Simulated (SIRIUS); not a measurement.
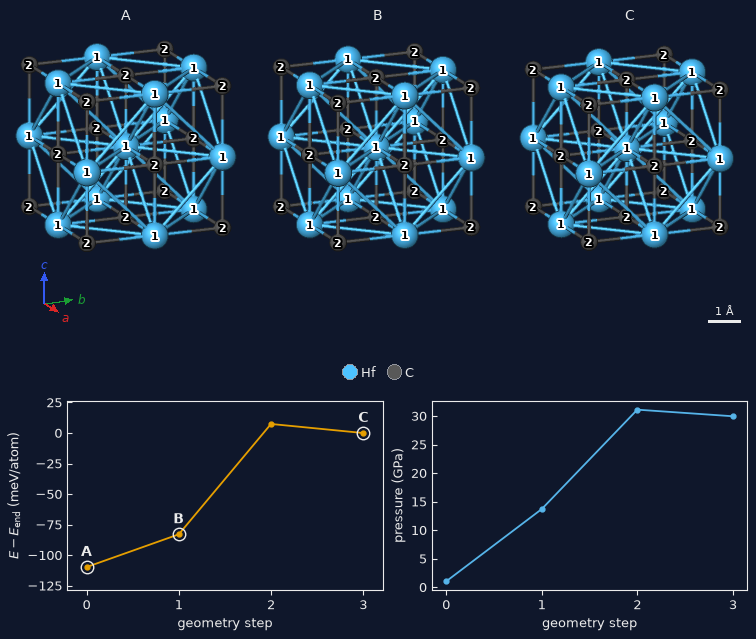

Frames of a relaxation of crystalline HfC (set up in Fm-3m) (coarse preliminary run), marked on the history of the run. The picture is a ball-and-stick view of the conventional cell (4 times the calculation's cell), seen slightly off an axis. Lengths and directions refer to the drawn axes.

The run lets cell and atoms move.

Method: Kohn-Sham DFT of a periodic cell, PBE, dojo-sr-PBE-0.4.1-standard in SIRIUS 7.12.0. (plane-wave cutoff 1127 eV; k-point mesh 5 × 5 × 5; occupations fermi-dirac; smearing width 0.05 eV; target pressure 30 GPa; optimiser BFGS; no spin polarisation)

Question: Describe the path.

Answer: The energy rises by 110 meV per atom in 3 geometry steps. With the target pressure of 30 GPa, the enthalpy E + pV changes by −117 meV per atom. All forces vanish by symmetry, so only the cell relaxes. The pressure goes from 1.03 to 29.96 GPa. The atoms keep their places relative to the cell (all moves are under 0.005 Å). The drawn cell changes as follows: a = b = c 4.650 → 4.495 Å (−3.3 %); the volume changes by −9.7 %. Near-neighbour distances that change, for instance: Hf1–Hf1 3.288 → 3.179 Å, Hf1–C2 2.325 → 2.248 Å. The space group stays Fm-3m (No. 225). From step 0 to 1: volume −4.8 %, energy +26.8 meV per atom. From step 1 to 3: volume −5.1 %, energy +82.9 meV per atom.
